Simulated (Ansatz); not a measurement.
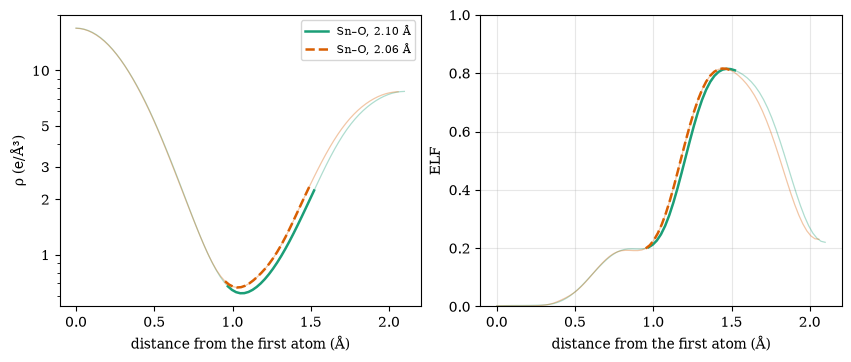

*Sn8O15 (cell with a defect). Valence electron density and ELF along straight lines between neighbouring atoms. Thin, pale parts lie inside the atomic spheres.*

Level of theory: DFT PBE, scalar-relativistic, plane waves, PAW in Ansatz.

In a PAW calculation such maps are meaningful between the atoms, not at the nuclei.

Input

```
crystal:
  lattice:
    - [4.8265176369, -4.8283676022, 0.0]
    - [4.8265176369, 4.8283676022, 0.0]
    - [-4.8265176369, 0.0, 6.4763333159]
  atoms:
    - { symbol: Sn, position: [0.1125932943, 0.6335838517, 0.2468103601] }
    - { symbol: Sn, position: [0.375, 0.875, 0.75] }
    - { symbol: Sn, position: [0.625, 0.125, 0.25] }
    - { symbol: Sn, position: [0.8879796322, 0.383318274, 0.7673479025] }
    - { symbol: Sn, position: [-0.0100536662, -0.013522753, -0.0196706593] }
    - { symbol: Sn, position: [0.25, 0.25, 0.5] }
    - { symbol: Sn, position: [0.5, 0.5, 0.0] }
    - { symbol: Sn, position: [0.75, 0.75, 0.5] }
    - { symbol: O, position: [0.2499173089, 0.5565789386, 0.5] }
    - { symbol: O, position: [0.4999173089, 0.8065789386, 0.0] }
    - { symbol: O, position: [0.7499173089, 0.0565789386, 0.5] }
    - { symbol: O, position: [0.4315789386, 0.6249173089, 0.25] }
    - { symbol: O, position: [0.6815789386, 0.8749173089, 0.75] }
    - { symbol: O, position: [0.9315789386, 0.1249173089, 0.25] }
    - { symbol: O, position: [0.1815789386, 0.3749173089, 0.75] }
    - { symbol: O, position: [0.8184210614, 0.6250826911, 0.25] }
    - { symbol: O, position: [0.0684210614, 0.8750826911, 0.75] }
    - { symbol: O, position: [0.3184210614, 0.1250826911, 0.25] }
    - { symbol: O, position: [0.5684210614, 0.3750826911, 0.75] }
    - { symbol: O, position: [8.26911e-05, 0.6934210614, 0.0] }
    - { symbol: O, position: [0.2500826911, 0.9434210614, 0.5] }
    - { symbol: O, position: [0.5000826911, 0.1934210614, 0.0] }
    - { symbol: O, position: [0.7500826911, 0.4434210614, 0.5] }
  host:
    lattice:
      - [4.8265176369, 0.0, 0.0]
      - [0.0, 4.8283676022, 0.0]
      - [0.0, 0.0, 3.238166658]
    atoms:
      - { symbol: Sn, position: [0.5, 0.5, 0.5] }
      - { symbol: Sn, position: [0.0, 0.0, 0.0] }
      - { symbol: O, position: [0.3064962475, 0.3066616297, 0.0] }
      - { symbol: O, position: [0.8064962475, 0.1933383703, 0.5] }
      - { symbol: O, position: [0.1935037525, 0.8066616297, 0.5] }
      - { symbol: O, position: [0.6935037525, 0.6933383703, 0.0] }
basis:
  ecutwfc: 420
  xc_grid: 2
kpoints:
  mp_grid: { grid: [3, 3, 3], shift: [0.0, 0.0, 0.0] }
hamiltonian:
  xc: pbe
scf:
  occupations: { method: gaussian, width: 0.01 }
output:
  forces: true
  stress: false
  eigenvalues: true
  charged_corrections:
    defect_position: [0.99991731, 0.30657894, 0.0]
    epsilon: [[14.0283, 0.0, 0.0], [0.0, 14.0284, 0.0], [0.0, 0.0, 10.8953]]
  write_density: true
  write_potential: true
  elf: true
  volumetric_format: npy
relax:
  adjacent_minimum: "off"
  f_tol: 0.025
  max_steps: 45
```

Command:

```sh
ansatz run input.yaml --threads 4 --pin off --max-ram 10240MiB --backend cpu --events-out ev --progress --plain --runs-dir out
```

The fields are those of the run's last geometry, not of the input's.

**Compare the contacts.**

Sn–O (2.10 Å): ρ at the midpoint is about 0.62 e/Å³; the ELF peaks at about 0.80 in the valence shell of O, 0.6 Å from its nucleus, and is about 0.25 at the midpoint; no shared electron pair shows on this line.
Sn–O (2.06 Å): the density is about 0.66 e/Å³ at the midpoint; the ELF peaks at about 0.80 in the valence shell of O, 0.6 Å from its nucleus, and is about 0.25 at the midpoint; no shared electron pair shows on this line.
